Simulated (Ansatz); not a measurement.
# Calculations on TiSe2

### Relaxation

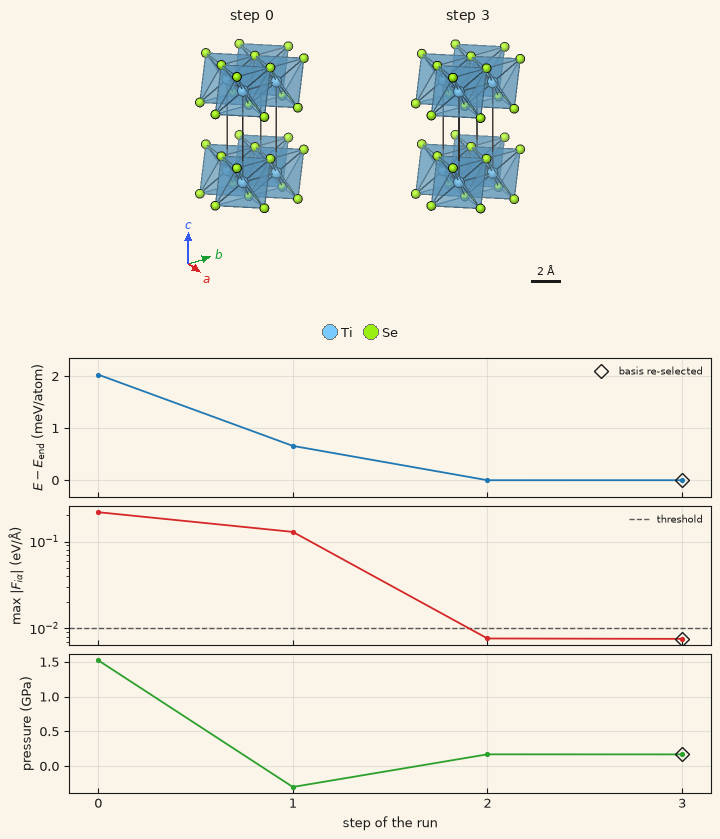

First and last geometry of a relaxation of a crystal of TiSe$_{2}$ (built on the CdI2 type), with the history of the run. Style: polyhedral. Shown: the cell of the calculation, slightly off an axis.

Case: volume × 0.980.

The calculation used Ansatz, DFT PBE, spin-orbit coupling, plane waves, PAW.

Input file:
```yaml
crystal:
  lattice:
    - [3.51935591, 0.0, 0.0]
    - [-1.759677955, 3.047851623, 0.0]
    - [0.0, 0.0, 6.625443378]
  atoms:
    - { symbol: Ti, position: [0.0, 0.0, 0.0] }
    - { symbol: Se, position: [0.3333333333, 0.6666666667, 0.2318608152] }
    - { symbol: Se, position: [0.6666666667, 0.3333333333, 0.7681391848] }
basis:
  ecutwfc: 420
  ecutrho_ratio: 4
kpoints:
  mp_grid: { grid: [12, 12, 6] }
hamiltonian:
  xc: pbe
scf:
  occupations: { method: gaussian, width: 0.05 }
output:
  forces: true
  stress: true
  eigenvalues: true
  populations: true
magnetization:
  noncollinear: true
  spin_orbit: true
relax:
  f_tol: 0.01
  max_steps: 40
  cell: { stress_tol: 0.1, fix: [volume] }
```

Command:
```bash
ansatz run input.yaml --threads 4 --pin off --max-ram 7168MiB --backend cpu --events-out ev --progress --plain --runs-dir out
```

### What do the curves and the structures tell?

It converged. The largest moves relative to the cell, 0.028 Å, are those of Se2 and Se3. Se3 goes along −c. Ti stays in place. The drawn cell changes at constant volume: a = b 3.519 → 3.536 Å (+0.5 %), c 6.625 → 6.564 Å (−0.9 %). Among the contacts that change: Ti1–Se2 2.547 → 2.563 Å. The space group stays P-3m1 (No. 164). After 2 accepted moves (3 points after the start) the energy has fallen by 2.0 meV per atom. The largest force component goes from 0.22 to 0.0075 eV/Å. The pressure goes from 1.52 to 0.17 GPa. The SCF was repeated once at an unchanged geometry on a basis and grid sized afresh for the cell, which shifted the energy by less than 0.05 meV per atom at most.

```csv
step,"E − E(0), meV/atom","largest force component, eV/Å","pressure, GPa",note
0,0.00,0.2177,1.52,
1,-1.37,0.1291,-0.30,
2,-2.03,0.0076,0.17,
3,-2.03,0.0075,0.17,"same geometry, new basis"
```

Limits of the set-up: layers or molecules are held without a dispersion correction, so their spacing is unreliable.

### Relaxation

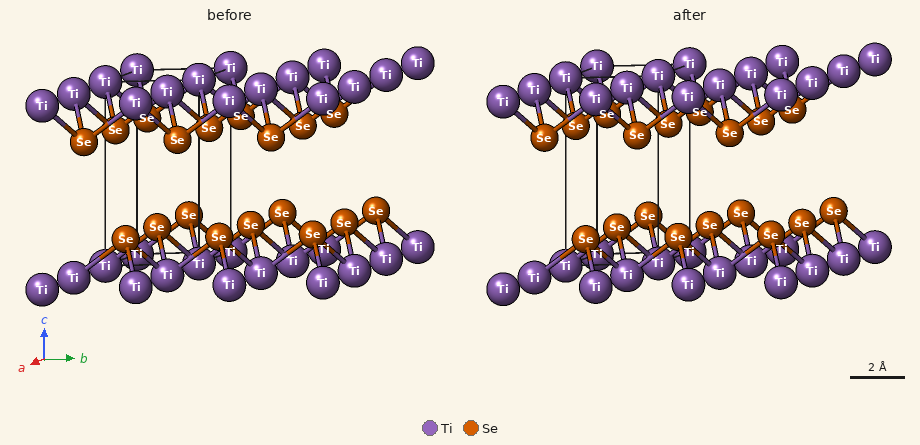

The structure of solid TiSe₂ (built on the CdI2 type) before (left) and after (right) a relaxation, at one scale.

Style: ball-and-stick. Shown: the cell of the calculation, repeated 3 × 3 × 1 with one cell outlined, slightly off an axis.

Case: volume × 1.070.

Method: DFT PBE, spin-orbit coupling, plane waves, PAW (Ansatz 0.2.0). Settings: plane-wave cutoff 420 eV; k-point mesh 12 × 12 × 6; occupations gaussian; smearing width 0.05 eV; spin-orbit; cell relaxed at fixed volume; force threshold 0.01 eV/Å; at most 40 steps.

**Describe what moved and what it gained.**

The largest moves relative to the cell, 0.045 Å, are those of Se atoms. Ti stays in place. The drawn cell changes at constant volume: a = b 3.583 → 3.547 Å (−1.0 %), c 6.980 → 7.123 Å (+2.0 %). Among the contacts that change: Se–Ti 2.590 → 2.565 Å. The space group stays P-3m1 (No. 164). After 4 accepted moves (5 points after the start) the energy has fallen by 13.6 meV per cell of the calculation. The largest force component goes from 0.29 to under 0.0001 eV/Å. Pressure: −2.01 GPa at the start and −0.13 GPa at the end. At 1 point the geometry stayed and the basis and grid were re-selected for the new cell (energy shift of less than 0.05 meV per cell of the calculation at most each time).

Limits of the set-up: layers or molecules are held without a dispersion correction, so their spacing is unreliable.

### A change

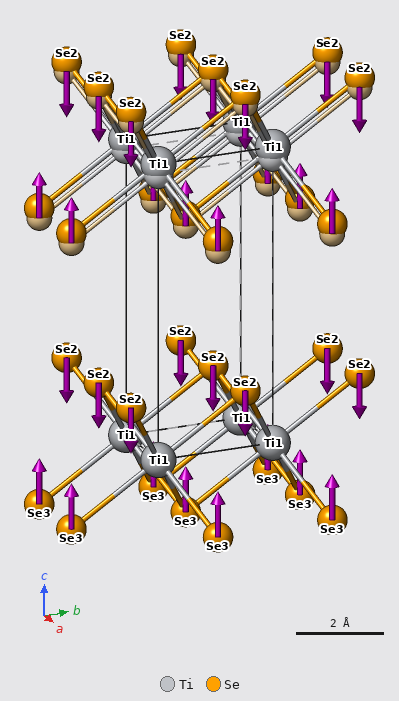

Solid TiSe₂ (built on the CdI2 type), drawn pale, and a changed version of it, drawn solid. The purple arrows show how the atoms are displaced (without the part that the change of the cell carries along), magnified 20 times. Style: ball-and-stick. Shown: the cell of the calculation, slightly off an axis.

Method: DFT PBE, spin-orbit coupling, plane waves, PAW in Ansatz 0.2.0. Set-up: plane-wave cutoff 420 eV; k-point mesh 12 × 12 × 6; occupations gaussian; smearing width 0.05 eV; spin-orbit.

> Describe the change and its computed effect.

The volume is changed by +3.6 %. The cell's shape and the atoms are relaxed at that volume. The drawn cell changes as follows: a = b 3.545 → 3.549 Å (+0.1 %), c 6.688 → 6.915 Å (+3.4 %); the volume changes by +3.6 %. The largest moves relative to the cell, 0.054 Å, are those of Se2 and Se3. Se3 goes along +c. Ti stays in place. The space group stays P-3m1 (No. 164). The energy changes by less than 1 meV per atom. Pressure: −0.1 GPa before, −0.2 GPa after.

Limits of the set-up: layers or molecules are held without a dispersion correction, so their spacing is unreliable.
